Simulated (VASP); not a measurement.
# Run report: MoTe2, band-structure run (part 2 of 3)

MoTe2 (slab, 6 atoms in the cell); Kohn-Sham DFT of a periodic cell, PBE with D3(BJ), spin-orbit coupling, VASP PAW PBE potentials, recommended, no spin polarisation (VASP 6.6.1); cutoff 520 eV, 12×12×1 k-mesh, Gaussian smearing of 0.03 eV. The structure derives from an entry of the Crystallography Open Database.

Geometry of the input (Å; fractional positions):
```
3.4991  0.0000  0.0000
-1.7495  3.0303  0.0000
0.0000  0.0000  28.5920
Te 0.3333  0.6667  0.3165
Te 0.3333  0.6667  0.4437
Te 0.6667  0.3333  0.5563
Te 0.6667  0.3333  0.6835
Mo 0.6667  0.3333  0.3801
Mo 0.3333  0.6667  0.6199
```

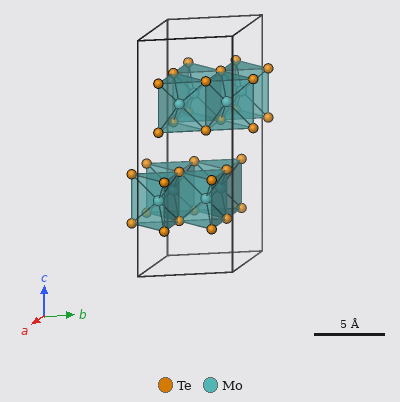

Figure 1. The input geometry (polyhedral view of the 2 × 2 repeat of the cell, with the vacuum cut short, seen slightly off an axis; polyhedra are completed across the faces of the cell).

### Parts of OUTCAR, continued
```
   IVDW    =    12    specifies the selected vdW correction
   LEPSILON=     F    determine dielectric tensor
   LRPA    =     F    only Hartree local field effects (RPA)
 Gauss-broadening in eV      SIGMA  =   0.03
  energy-cutoff  :      520.00
  volume of cell :      303.16
 maximum number of plane-waves:     16470
 NGX is ok and might be reduce to    28
   NGX = 13   NGY = 13   NGZ =107

 number of electron      52.0000000 magnetization       0.0000000      0.0000000      0.0000000

 number of electron      52.0000001 magnetization       0.0000000      0.0000000     -0.0000000

 number of electron      52.0000001 magnetization      -0.0000000     -0.0000000     -0.0000000

 dipolmoment           0.000000      0.000000      0.000000 electrons x Angstroem

 number of electron      52.0000001 magnetization      -0.0000000      0.0000000     -0.0000000

 dipolmoment           0.000000      0.000000     -0.000000 electrons x Angstroem

 Free energy of the ion-electron system (eV)
  ---------------------------------------------------
  ext. energy  EPLUGINS =         0.00000000
  ---------------------------------------------------
  free energy    TOTEN  =       -36.56609874 eV

  energy without entropy =      -36.56609874  energy(sigma->0) =      -36.56609874

 E-fermi :   1.8369     XC(G=0):  -5.5220     alpha+bet : -6.7908

 val. band max:        1.6867807801   @ k =   0.0000   0.0000   0.0000
 cond. band min:       2.5640647676   @ k =   0.2500   0.1667   0.0000
 fundamental gap:      0.8772839875
 Fermi energy:         1.8368815066

 k-point     1 :       0.0000    0.0000    0.0000
  band No.  band energies     occupation
      1     -59.1241      1.00000
      2     -59.1241      1.00000
      3     -59.1241      1.00000
      4     -59.1241      1.00000
      5     -34.8392      1.00000
      6     -34.8392      1.00000
      7     -34.8392      1.00000
      8     -34.8392      1.00000
      9     -32.4629      1.00000
     10     -32.4629      1.00000
     11     -32.4629      1.00000
     12     -32.4629      1.00000
     13     -32.3622      1.00000
     14     -32.3622      1.00000
     15     -32.3622      1.00000
     16     -32.3622      1.00000
     17     -11.3618      1.00000
     18     -11.3618      1.00000
     19     -11.1242      1.00000
     20     -11.1242      1.00000
     21     -10.4421      1.00000
     22     -10.4421      1.00000
     23     -10.1251      1.00000
     24     -10.1251      1.00000
     25      -4.0413      1.00000
     26      -4.0413      1.00000
     27      -3.2454      1.00000
     28      -3.2454      1.00000
     29      -1.0729      1.00000
     30      -1.0729      1.00000
     31      -0.2035      1.00000
     32      -0.2035      1.00000
     33      -0.0865      1.00000
     34      -0.0865      1.00000
     35      -0.0703      1.00000
     36      -0.0703      1.00000
     37      -0.0617      1.00000
     38      -0.0617      1.00000
     39       0.3070      1.00000
     40       0.3070      1.00000
     41       0.4832      1.00000
     42       0.4832      1.00000
     43       0.5757      1.00000
     44       0.5757      1.00000
     45       0.8064      1.00000
     46       0.8064      1.00000
     47       0.8280      1.00000
     48       0.8280      1.00000
     49       0.8678      1.00000
     50       0.8678      1.00000
     51       1.6868      1.00000
     52       1.6868      1.00000
     53       4.3142      0.00000
     54       4.3142      0.00000
     55       4.4217      0.00000
     56       4.4217      0.00000
     57       4.6310      0.00000
     58       4.6310      0.00000
     59       4.7877      0.00000
     60       4.7877      0.00000
     61       4.9434      0.00000
     62       4.9434      0.00000
     63       5.0708      0.00000
     64       5.0708      0.00000

 k-point     2 :       0.0833   -0.0000    0.0000
  band No.  band energies     occupation
      1     -59.1234      1.00000
      2     -59.1234      1.00000
      3     -59.1234      1.00000
      4     -59.1234      1.00000
      5     -34.8416      1.00000
      6     -34.8416      1.00000
      7     -34.8416      1.00000
      8     -34.8416      1.00000
      9     -32.4638      1.00000
     10     -32.4638      1.00000
     11     -32.4637      1.00000
     12     -32.4637      1.00000
     13     -32.3684      1.00000
     14     -32.3684      1.00000
     15     -32.3684      1.00000
     16     -32.3684      1.00000
     17     -11.2619      1.00000
     18     -11.2619      1.00000
     19     -11.0249      1.00000
     20     -11.0249      1.00000
     21     -10.3681      1.00000
     22     -10.3681      1.00000
     23     -10.0573      1.00000
     24     -10.0573      1.00000
     25      -3.9341      1.00000
     26      -3.9341      1.00000
     27      -3.1408      1.00000
     28      -3.1408      1.00000
     29      -1.1425      1.00000
     30      -1.1425      1.00000
     31      -0.3757      1.00000
     32      -0.3757      1.00000
     33      -0.2983      1.00000
     34      -0.2983      1.00000
     35      -0.0931      1.00000
     36      -0.0931      1.00000
     37      -0.0002      1.00000
     38      -0.0002      1.00000
     39       0.0823      1.00000
     40       0.0823      1.00000
     41       0.4517      1.00000
     42       0.4517      1.00000
     43       0.4921      1.00000
     44       0.4921      1.00000
     45       0.7352      1.00000
     46       0.7352      1.00000
     47       0.8081      1.00000
     48       0.8081      1.00000
     49       0.9333      1.00000
     50       0.9333      1.00000
     51       1.6461      1.00000
     52       1.6461      1.00000
     53       4.1166      0.00000
     54       4.1166      0.00000
     55       4.2011      0.00000
     56       4.2011      0.00000
     57       4.2842      0.00000
     58       4.2842      0.00000
     59       4.3839      0.00000
     60       4.3839      0.00000
     61       4.7563      0.00000
     62       4.7563      0.00000
     63       4.9221      0.00000
     64       4.9221      0.00000

 k-point     3 :       0.1667   -0.0000    0.0000
  band No.  band energies     occupation
      1     -59.1215      1.00000
      2     -59.1215      1.00000
      3     -59.1215      1.00000
      4     -59.1215      1.00000
      5     -34.8483      1.00000
      6     -34.8483      1.00000
      7     -34.8483      1.00000
      8     -34.8483      1.00000
      9     -32.4667      1.00000
     10     -32.4667      1.00000
     11     -32.4666      1.00000
     12     -32.4666      1.00000
     13     -32.3846      1.00000
     14     -32.3846      1.00000
     15     -32.3846      1.00000
     16     -32.3846      1.00000
     17     -10.9706      1.00000
     18     -10.9706      1.00000
     19     -10.7365      1.00000
     20     -10.7365      1.00000
     21     -10.1526      1.00000
     22     -10.1526      1.00000
     23      -9.8608      1.00000
     24      -9.8608      1.00000
     25      -3.6365      1.00000
     26      -3.6365      1.00000
     27      -2.8581      1.00000
     28      -2.8581      1.00000
     29      -1.3571      1.00000
     30      -1.3571      1.00000
     31      -0.9475      1.00000
     32      -0.9475      1.00000
     33      -0.8746      1.00000
     34      -0.8746      1.00000
     35      -0.5597      1.00000
     36      -0.5597      1.00000
     37       0.1477      1.00000
     38       0.1477      1.00000
     39       0.1820      1.00000
     40       0.1820      1.00000
     41       0.2254      1.00000
     42       0.2254      1.00000
     43       0.2463      1.00000
     44       0.2463      1.00000
     45       0.5477      1.00000
     46       0.5477      1.00000
     47       0.7495      1.00000
     48       0.7495      1.00000
     49       0.8962      1.00000
     50       0.8962      1.00000
     51       1.3214      1.00000
     52       1.3214      1.00000
     53       3.4853      0.00000
     54       3.4853      0.00000
     55       3.5930      0.00000
     56       3.5930      0.00000
     57       3.7460      0.00000
     58       3.7460      0.00000
     59       3.9012      0.00000
     60       3.9012      0.00000
     61       4.2043      0.00000
     62       4.2043      0.00000
     63       4.4240      0.00000
     64       4.4240      0.00000

 k-point     4 :       0.2500   -0.0000    0.0000
  band No.  band energies     occupation
      1     -59.1189      1.00000
      2     -59.1189      1.00000
      3     -59.1189      1.00000
      4     -59.1189      1.00000
      5     -34.8575      1.00000
      6     -34.8575      1.00000
      7     -34.8575      1.00000
      8     -34.8575      1.00000
      9     -32.4729      1.00000
     10     -32.4729      1.00000
     11     -32.4729      1.00000
     12     -32.4729      1.00000
     13     -32.4041      1.00000
     14     -32.4041      1.00000
     15     -32.4041      1.00000
     16     -32.4041      1.00000
     17     -10.5161      1.00000
     18     -10.5161      1.00000
     19     -10.2905      1.00000
     20     -10.2905      1.00000
     21      -9.8183      1.00000
     22      -9.8183      1.00000
     23      -9.5605      1.00000
     24      -9.5605      1.00000
     25      -3.2511      1.00000
     26      -3.2511      1.00000
     27      -2.5591      1.00000
     28      -2.5591      1.00000
     29      -1.8661      1.00000
     30      -1.8661      1.00000
     31      -1.7007      1.00000
     32      -1.7007      1.00000
     33      -1.5904      1.00000
     34      -1.5904      1.00000
     35      -1.2718      1.00000
     36      -1.2718      1.00000
     37      -0.2144      1.00000
     38      -0.2144      1.00000
     39      -0.1283      1.00000
     40      -0.1283      1.00000
     41       0.0942      1.00000
     42       0.0942      1.00000
     43       0.3466      1.00000
     44       0.3466      1.00000
     45       0.5625      1.00000
     46       0.5625      1.00000
     47       0.6558      1.00000
     48       0.6558      1.00000
     49       0.6945      1.00000
     50       0.6945      1.00000
     51       0.8381      1.00000
     52       0.8381      1.00000
     53       2.9437      0.00000
     54       2.9437      0.00000
     55       3.2025      0.00000
     56       3.2025      0.00000
     57       3.6075      0.00000
     58       3.6075      0.00000
     59       3.7177      0.00000
     60       3.7177      0.00000
     61       3.8328      0.00000
     62       3.8328      0.00000
     63       4.2277      0.00000
     64       4.2277      0.00000

 k-point     5 :       0.3333   -0.0000    0.0000
  band No.  band energies     occupation
      1     -59.1162      1.00000
      2     -59.1162      1.00000
      3     -59.1162      1.00000
      4     -59.1162      1.00000
      5     -34.8670      1.00000
      6     -34.8670      1.00000
      7     -34.8670      1.00000
      8     -34.8670      1.00000
      9     -32.4833      1.00000
     10     -32.4833      1.00000
     11     -32.4833      1.00000
     12     -32.4833      1.00000
     13     -32.4190      1.00000
     14     -32.4190      1.00000
     15     -32.4190      1.00000
     16     -32.4190      1.00000
     17      -9.9598      1.00000
     18      -9.9598      1.00000
     19      -9.7557      1.00000
     20      -9.7557      1.00000
     21      -9.4172      1.00000
     22      -9.4172      1.00000
     23      -9.2125      1.00000
     24      -9.2125      1.00000
     25      -3.2097      1.00000
     26      -3.2097      1.00000
     27      -2.9309      1.00000
     28      -2.9309      1.00000
     29      -2.6001      1.00000
     30      -2.6001      1.00000
     31      -2.3208      1.00000
     32      -2.3208      1.00000
     33      -2.0766      1.00000
     34      -2.0766      1.00000
     35      -1.7134      1.00000
     36      -1.7134      1.00000
     37      -0.5262      1.00000
     38      -0.5262      1.00000
     39      -0.4422      1.00000
     40      -0.4422      1.00000
     41      -0.2356      1.00000
     42      -0.2356      1.00000
     43       0.0884      1.00000
     44       0.0884      1.00000
     45       0.4493      1.00000
     46       0.4493      1.00000
     47       0.5735      1.00000
     48       0.5735      1.00000
     49       0.9248      1.00000
     50       0.9248      1.00000
     51       1.0154      1.00000
     52       1.0154      1.00000
     53       2.8924      0.00000
     54       2.8924      0.00000
     55       3.1636      0.00000
     56       3.1636      0.00000
     57       3.2587      0.00000
     58       3.2587      0.00000
     59       3.3926      0.00000
     60       3.3926      0.00000
     61       4.0288      0.00000
     62       4.0288      0.00000
     63       4.6950      0.00000
     64       4.6950      0.00000

 [... the levels of 13 k-points are left out ...]

 k-point    19 :       0.3333    0.3333    0.0000
  band No.  band energies     occupation
      1     -59.1123      1.00000
      2     -59.1123      1.00000
      3     -59.1123      1.00000
      4     -59.1123      1.00000
      5     -34.8851      1.00000
      6     -34.8851      1.00000
      7     -34.8764      1.00000
      8     -34.8764      1.00000
      9     -32.4776      1.00000
     10     -32.4776      1.00000
     11     -32.4761      1.00000
     12     -32.4761      1.00000
     13     -32.4706      1.00000
     14     -32.4706      1.00000
     15     -32.4571      1.00000
     16     -32.4571      1.00000
     17      -8.8095      1.00000
     18      -8.8095      1.00000
     19      -8.7730      1.00000
     20      -8.7730      1.00000
     21      -8.6140      1.00000
     22      -8.6140      1.00000
     23      -8.6101      1.00000
     24      -8.6101      1.00000
     25      -3.3225      1.00000
     26      -3.3225      1.00000
     27      -3.1999      1.00000
     28      -3.1999      1.00000
     29      -2.9722      1.00000
     30      -2.9722      1.00000
     31      -2.8596      1.00000
     32      -2.8596      1.00000
     33      -2.5764      1.00000
     34      -2.5764      1.00000
     35      -2.2292      1.00000
     36      -2.2292      1.00000
     37      -2.0458      1.00000
     38      -2.0458      1.00000
     39      -1.6813      1.00000
     40      -1.6813      1.00000
     41      -1.2323      1.00000
     42      -1.2323      1.00000
     43      -1.1446      1.00000
     44      -1.1446      1.00000
     45      -0.2848      1.00000
     46      -0.2848      1.00000
     47      -0.2292      1.00000
     48      -0.2292      1.00000
     49       1.3721      1.00000
     50       1.3721      1.00000
     51       1.6344      1.00000
     52       1.6344      1.00000
     53       2.7022      0.00000
     54       2.7022      0.00000
     55       2.7333      0.00000
     56       2.7333      0.00000
     57       3.0088      0.00000
     58       3.0088      0.00000
     59       3.5909      0.00000
     60       3.5909      0.00000
     61       4.0163      0.00000
     62       4.0163      0.00000
     63       4.1423      0.00000
     64       4.1423      0.00000
 [bands above 64 left out]

------------------------ aborting loop because EDIFF is reached ----------------------------------------

 Edisp (eV)   -2.84953

 E8    (eV) :    -1.3490
```
